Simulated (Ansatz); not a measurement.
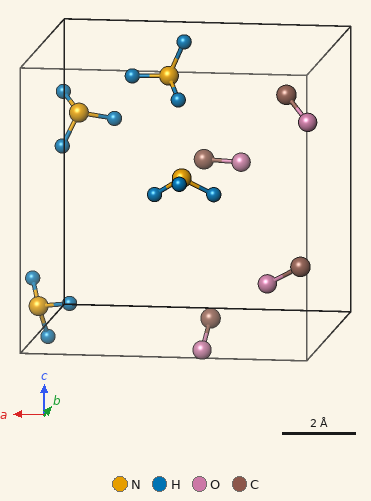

Starting frame of a dynamics run of a periodic cell with 4 NH3 + 4 CO at 0.593 g/cm³. It starts from the last geometry of an earlier run, with fresh velocities. Style: ball-and-stick. Shown: the simulation cell, from a free direction.

Level of theory: DFT PBE-D3(BJ), scalar-relativistic, plane waves, PAW (Ansatz 0.2.0).

Input
```yaml
accuracy: low
crystal:
  lattice:
    - [7.960219, 0.0, 0.0]
    - [0.0, 7.960219, 0.0]
    - [0.0, 0.0, 7.960219]
  atoms:
    - { symbol: "N", position: [0.85903338, 0.43580724, 0.76743967] }
    - { symbol: H, position: [0.73275794, 0.42183199, 0.75272779] }
    - { symbol: H, position: [0.90990378, 0.38879574, 0.65727926] }
    - { symbol: H, position: [0.90012052, 0.35077959, 0.85531187] }
    - { symbol: "N", position: [0.58381044, 0.69061513, 0.86006983] }
    - { symbol: H, position: [0.54189125, 0.76380472, 0.96719051] }
    - { symbol: H, position: [0.70897924, 0.67359032, 0.85914291] }
    - { symbol: H, position: [0.56312624, 0.76862729, 0.76233883] }
    - { symbol: "N", position: [0.94946388, 0.10831009, 0.14344707] }
    - { symbol: H, position: [0.90372595, 0.02347987, 0.05314032] }
    - { symbol: H, position: [0.96023499, 0.04356961, 0.25265106] }
    - { symbol: H, position: [0.8553016, 0.20014349, 0.13953272] }
    - { symbol: "N", position: [0.5706062, 0.89610873, 0.46587359] }
    - { symbol: H, position: [0.59697687, 1.0108342, 0.42427597] }
    - { symbol: H, position: [0.65342487, 0.81772227, 0.41997504] }
    - { symbol: H, position: [0.45473009, 0.86995921, 0.41579502] }
    - { symbol: O, position: [0.4033826, 0.26971849, -0.02364775] }
    - { symbol: C, position: [0.36417695, 0.20820942, 0.09870228] }
    - { symbol: O, position: [0.29929773, 0.47973424, 0.60095686] }
    - { symbol: C, position: [0.41665996, 0.39956058, 0.62196125] }
    - { symbol: O, position: [0.12961622, 0.88773158, 0.67480447] }
    - { symbol: C, position: [0.19300008, 0.81886538, 0.78131686] }
    - { symbol: O, position: [0.22728468, 0.60744677, 0.15452314] }
    - { symbol: C, position: [0.12620092, 0.70173434, 0.20046602] }
basis:
  ecutwfc: 420.0
kpoints:
  mp_grid: { grid: [1, 1, 1] }
hamiltonian:
  xc: pbe
  dispersion: d3bj
scf:
  occupations: { method: fermi_dirac, width: 0.05 }
  lower_state_search: "off"
md:
  timestep: 0.5
  n_steps: 200
  ensemble: nvt_langevin
  temperature: 250.0
  initial_velocities: maxwell_boltzmann
  seed: 21704
  friction: 0.01
```

Launched with:
```bash
ansatz run input.yaml --threads 1 --pin off --max-ram 3072MiB --backend cpu --events-out ev --progress --plain --runs-dir out
```

What does the trajectory do?

Over the second half the temperature averages 281 K (spread ±30 K). The potential energy in the second half lies on average 1.3 meV per atom below the first frame. In the second half of the run the atoms are, in the root-mean-square, this far from where they began (common drift taken out): H 0.63 Å, O 0.47 Å, N 0.46 Å, C 0.37 Å. The heavy atoms stay within a fraction of a molecule's size of their starting places; so short a run doesn't tell a liquid from a solid.

Along the run (each row but the first and the last is the mean over the interval that it begins):

```
time (fs)  potential energy (meV/atom)  T (K)
      0.0                          0.0    240
     16.5                          2.4    245
     33.0                          1.0    261
     49.5                         -2.4    281
     66.0                         -1.5    290
     82.5                         -0.1    275
     99.0                          1.2    231
```

The paths of the atoms:

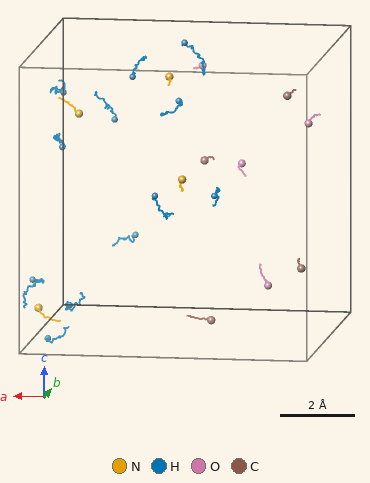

Limits of the set-up: the program's low-accuracy preset was used; the periodic images lie only 8.0 Å apart, so the values are limited by the cell's size.
